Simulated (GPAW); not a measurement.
The cell of CdTe (F-43m, No. 216). The cell is taken from an entry of the Crystallography Open Database, as set up for an electronic-structure calculation.

```yaml
crystal:
  lattice:
    - [6.41000, 0.00000, 0.00000]
    - [0.00000, 6.41000, 0.00000]
    - [0.00000, 0.00000, 6.41000]
  atoms:
    - { symbol: Te, position: [0.25000, 0.25000, 0.25000] }
    - { symbol: Cd, position: [0.00000, 0.00000, 0.00000] }
    - { symbol: Te, position: [0.25000, 0.75000, 0.75000] }
    - { symbol: Cd, position: [0.00000, 0.50000, 0.50000] }
    - { symbol: Te, position: [0.75000, 0.25000, 0.75000] }
    - { symbol: Cd, position: [0.50000, 0.00000, 0.50000] }
    - { symbol: Te, position: [0.75000, 0.75000, 0.25000] }
    - { symbol: Cd, position: [0.50000, 0.50000, 0.00000] }
```

### Take as void every point where the procrystal density (the sum of the densities of spherically averaged neutral Hartree-Fock atoms) is below 0.007 e/bohr³. From Rb on the atoms have core potentials, so only their outer electrons count. What do the voids look like?

The voids take about 26 % of the cell (70 Å³ of 263.4 Å³) and are bounded by about 140 Å² of surface per cell. Where they connect, they form a three-dimensional network.

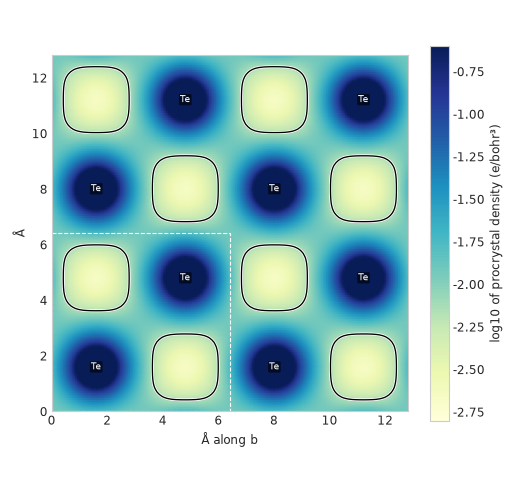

The procrystal density on the section x = 0.250 (parallel to b and c; the dashed line is one cell); the black line bounds the voids.
